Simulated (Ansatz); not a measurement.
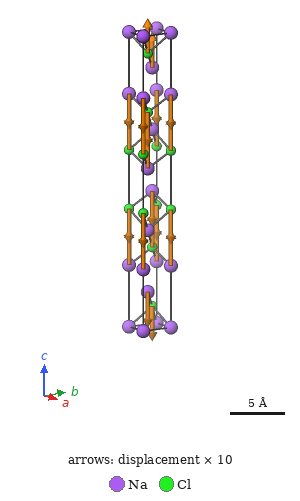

A relaxation of solid Na3Cl2 (built on the tetradymite_166 type) (coarse preliminary run). The starting structure is drawn; orange arrows show the displacements (the part carried along by the change of the cell is left out), 10 times their true length.

Style: ball-and-stick. Shown: the conventional cell (3 times the calculation's cell), slightly off an axis. Lengths and directions refer to the drawn axes.

Case: anti-tetradymite type (R-3m, No. 166).

Computed with DFT PBE, scalar-relativistic, plane waves, PAW (Ansatz).

The input:
```yaml
crystal:
  lattice:
    - [1.9939819986, 1.1512260436, 9.2431180219]
    - [-1.9939819986, 1.1512260436, 9.2431180219]
    - [0.0, -2.3024520872, 9.2431180219]
  atoms:
    - { symbol: Na, position: [0.0, 0.0, 0.0] }
    - { symbol: Na, position: [0.2095, 0.2095, 0.2095] }
    - { symbol: Na, position: [0.7905, 0.7905, 0.7905] }
    - { symbol: Cl, position: [0.4, 0.4, 0.4] }
    - { symbol: Cl, position: [0.6, 0.6, 0.6] }
basis:
  ecutwfc: 420
kpoints:
  mp_grid: { grid: [6, 6, 6] }
hamiltonian:
  xc: pbe
scf:
  occupations: { method: gaussian, width: 0.1 }
  lower_state_search: "off"
output:
  forces: true
  stress: true
  eigenvalues: true
relax:
  adjacent_minimum: "off"
  f_tol: 0.04
  max_steps: 70
  cell: { stress_tol: 0.4 }
```

Launched with:
```bash
ansatz run input.yaml --threads 1 --pin off --max-ram 2560MiB --backend cpu --events-out ev --progress --plain --runs-dir out
```

Question: What happened in the run?

Answer: The energy falls by 0.365 eV per cell of the calculation in 4 accepted moves (5 points after the start). Largest force component: 0.55 eV/Å at the start, 0.032 eV/Å at the end. Pressure: 0.86 GPa at the start and 0.01 GPa at the end. The SCF was repeated once at an unchanged geometry on a basis and grid sized afresh for the cell, which shifted the energy by 0.5 meV per cell of the calculation at most. The largest moves relative to the cell, 0.34 Å, are those of Na2 and Na3. Na2 goes along +c. Largest moves by element: Na 0.34 Å, Cl 0.33 Å. Cell: a = b 3.988 → 3.970 Å (−0.4 %), c 27.729 → 29.958 Å (+8.0 %). Volume +7.1 %. Near-neighbour distances that change, for instance: Na2–Na3 3.308 → 3.973 Å, Na1–Cl4 2.953 → 2.833 Å, Na2–Cl5 2.795 → 2.858 Å. Among the angles between lasting bonds that change: Cl4–Na1–Cl4 85.0° → 89.0°, Cl4–Na1–Cl5 95.0° → 91.0°, Na1–Cl4–Na1 85.0° → 89.0°. The space group stays R-3m (No. 166).
